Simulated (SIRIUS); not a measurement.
# Energy of InAs along an even scaling of the cell

System: InAs (F-43m, 2 atoms in the cell).
Method: Kohn-Sham DFT of a periodic cell, PBEsol, dojo-sr-pbesol-0.4.1-standard, no spin polarisation (SIRIUS 7.10.0).

The 7 runs differ only in the geometry, by an even scaling of the cell at fixed fractional positions. The structure derives from an entry of the Crystallography Open Database.

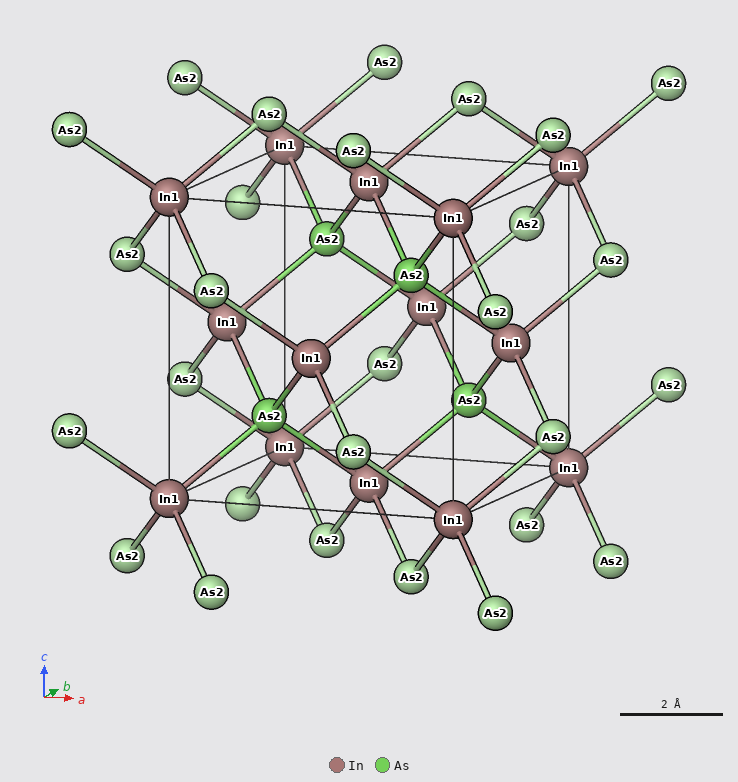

Figure 1. The structure of run 4 (ball-and-stick view of the cell 4 times as large as that of the calculation, set on its symmetry axes, seen at an oblique angle; neighbours outside the cell are drawn fainter; atoms are numbered from 1 in the order of the input). An atom can appear more than once, as a periodic image.

**Input of run 4**
```
{
  "control": {
    "processing_unit": "cpu",
    "verbosity": 2,
    "num_bands_to_print": 22,
    "print_forces": true,
    "print_stress": true
  },
  "parameters": {
    "electronic_structure_method": "pseudopotential",
    "xc_functionals": ["XC_GGA_X_PBE_SOL", "XC_GGA_C_PBE_SOL"],
    "gk_cutoff": 9.2,
    "pw_cutoff": 18.4,
    "ngridk": [8, 8, 8],
    "shiftk": [0, 0, 0],
    "smearing": "fermi_dirac",
    "smearing_width": 0.0018374661,
    "num_bands": 22,
    "num_mag_dims": 0,
    "num_dft_iter": 100,
    "energy_tol": 1e-08,
    "density_tol": 1e-06
  },
  "iterative_solver": {
    "type": "davidson",
    "min_tolerance": 1e-09,
    "tolerance_scale": [0.1, 0.25]
  },
  "mixer": {
    "type": "anderson",
    "beta": 0.7,
    "max_history": 8
  },
  "settings": {
    "tol_ne": 1e-10,
    "pseudo_grid_cutoff": 6.5
  },
  "unit_cell": {
    "lattice_vectors": [
      [0.0, 5.703193444121, 5.703193444121],
      [5.703193444121, 0.0, 5.703193444121],
      [5.703193444121, 5.703193444121, 0.0]
    ],
    "atom_coordinate_units": "lattice",
    "atom_types": ["In", "As"],
    "atom_files": {
      "In": "In.json",
      "As": "As.json"
    },
    "atoms": {
      "In": [
        [0.0, 0.0, 0.0]
      ],
      "As": [
        [0.75, 0.75, 0.75]
      ]
    }
  }
}
```

Command:
```bash
upf_to_json In.upf
upf_to_json As.upf
OMP_NUM_THREADS=1 sirius.scf --input=sirius.json --output=out.json --task=0
```

Run 2 differs from it as follows:
```diff
-      [0.0, 5.703193444121, 5.703193444121],
-      [5.703193444121, 0.0, 5.703193444121],
-      [5.703193444121, 5.703193444121, 0.0]
+      [0.0, 5.626113813593, 5.626113813593],
+      [5.626113813593, 0.0, 5.626113813593],
+      [5.626113813593, 5.626113813593, 0.0]
```

**Results, with one run withheld**

```tsv
run	volume per atom (Å³)	free energy per atom, from the lowest run given (meV)	pressure (GPa)	gap on the mesh (eV)
1	25.840	42.00	6.10	0.05
2	26.389	?	?	?
3	26.939	11.28	2.95	0.00
4	27.489	3.47	1.62	0.00
5	28.039	0.00	0.42	0.00
6	28.588	0.42	−0.65	0.00
7	29.138	4.31	−1.61	0.00
```

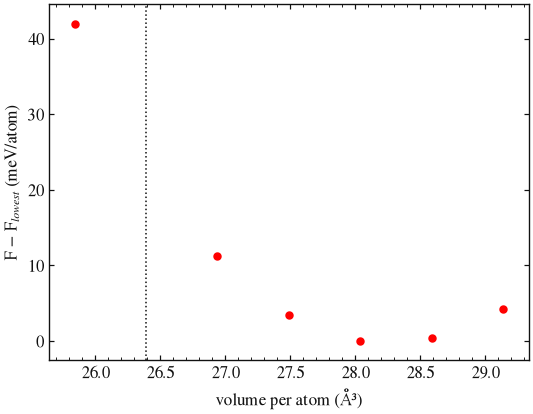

Figure 2. Free energy per atom of the runs given; the dotted line marks run 2.

Estimate the energy of run 2 from the others.

A cubic polynomial in V^(−2/3) (the Birch–Murnaghan form), fitted to the 6 runs given, misses them by under 0.01 meV per atom. With x = V^(−2/3) − 0.10940 Å⁻², it reads F = 2.138 + 3042.7 x + 9.6468e+05 x² + 3.0118e+06 x³ (meV per atom). At run 2 it gives 23.94 meV per atom, and the run itself gives 23.94. The slope of the fit gives a pressure −dF/dV of 4.45 GPa there, and the run prints 4.45 GPa. The fit has its minimum at 28.249 Å³ per atom, where V d²F/dV² gives 55.7 GPa: the bulk modulus at this level, since symmetry fixes the shape and the positions. The gap on the mesh lies between 0.00 eV (run 6) and 0.05 eV (run 1); run 2 has 0.00 eV. These are gaps of this functional on this mesh, which can miss the band edges; they aren't the measured gap.

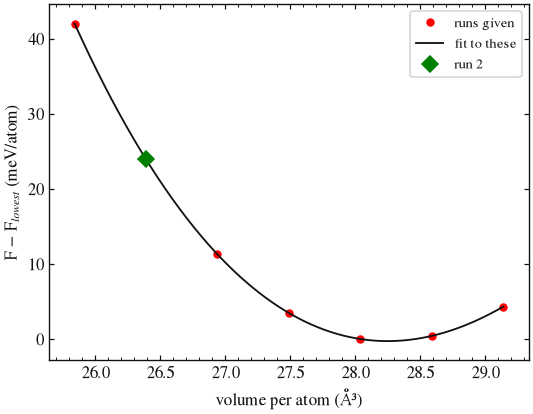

Figure 3. The fit and the withheld run.

**Some lines of the output (run 2)**
```
[...]
[find] Efermi                         :       0.31827472
[find] Total energy                   :    -172.24313032 (Ha),    -344.48626064 (Ry)
[find] Free energy (E-TS)             :    -172.24315014 (Ha),    -344.48630027 (Ry)
[find] band gap (eV)                  :       0.00000003
[find] Efermi                         :       0.31827530
[find] Total energy                   :    -172.24313038 (Ha),    -344.48626076 (Ry)
[find] Free energy (E-TS)             :    -172.24315020 (Ha),    -344.48630040 (Ry)
[find] band gap (eV)                  :       0.00000000
[find] Efermi                         :       0.31827501
[find] Total energy                   :    -172.24313039 (Ha),    -344.48626078 (Ry)
[find] Free energy (E-TS)             :    -172.24315021 (Ha),    -344.48630042 (Ry)
[find] Efermi                         :       0.31827586
[find] Total energy                   :    -172.24313039 (Ha),    -344.48626079 (Ry)
[find] Efermi                         :       0.31827584
```
